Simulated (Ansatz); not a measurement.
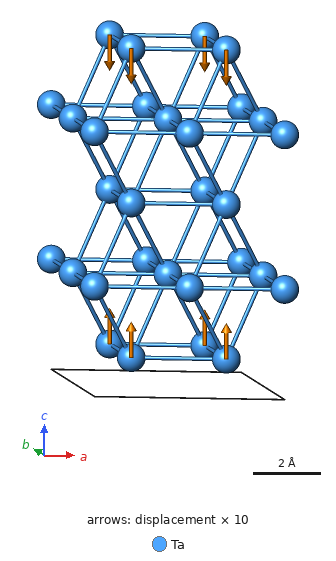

A relaxation of a slab of composition Ta (cut from the Im-3m phase). The starting structure is drawn; orange arrows show the displacements, magnified 10 times.

The picture is a ball-and-stick view of the 2 × 2 repeat of the cell, outlined in the plane, without the vacuum, seen slightly off an axis.

The slab is the (1 1 0) face of Ta.

Level of theory: DFT PBE, scalar-relativistic, plane waves, PAW (Ansatz 0.2.0).

Input
```yaml
crystal:
  lattice:
    - [2.8743851027, 0.0, 0.0]
    - [-0.9581283676, 2.7099962638, 0.0]
    - [0.0, 0.0, 24.3877024344]
  atoms:
    - { symbol: Ta, position: [0.5, 0.5, 0.3075320449] }
    - { symbol: Ta, position: [0.0, 0.0, 0.4037660224] }
    - { symbol: Ta, position: [0.5, 0.5, 0.5] }
    - { symbol: Ta, position: [0.0, 0.0, 0.5962339776] }
    - { symbol: Ta, position: [0.5, 0.5, 0.6924679551] }
basis:
  ecutwfc: 420
kpoints:
  mp_grid: { grid: [13, 13, 1] }
hamiltonian:
  xc: pbe
scf:
  occupations: { method: gaussian, width: 0.1 }
output:
  forces: true
  eigenvalues: true
  write_density: true
  write_potential: true
  elf: true
  volumetric_format: npy
relax:
  adjacent_minimum: "off"
  f_tol: 0.02
  max_steps: 60
efield:
  axis: 3
  dipole_correction: true
  ramp_width: 0.04
```

Run as
```bash
ansatz run input.yaml --threads 2 --pin off --max-ram 5120MiB --backend cpu --events-out ev --progress --plain --runs-dir out
```

What did the optimiser do to the structure, and how much energy did it gain?

Over 3 accepted moves (4 points after the start) the energy falls by 57.3 meV per cell of the calculation. The largest force component goes from 0.52 to 0.002 eV/Å. The line search rejected the trial step at point 1 of the run. The largest moves, 0.11 Å, are those of Ta1 and Ta5. Ta5 goes along the normal (−c). The cell stays as it was. Among the contacts that change: Ta1–Ta2 2.874 → 2.790 Å, Ta1–Ta2 (another image) 3.319 → 3.246 Å. Among the angles between lasting bonds that change: Ta4–Ta5–Ta4 70.5° → 73.0°. The run took 100 s on 2 threads of Arm Neoverse V2 (shared host), peak memory 0.56 GiB.
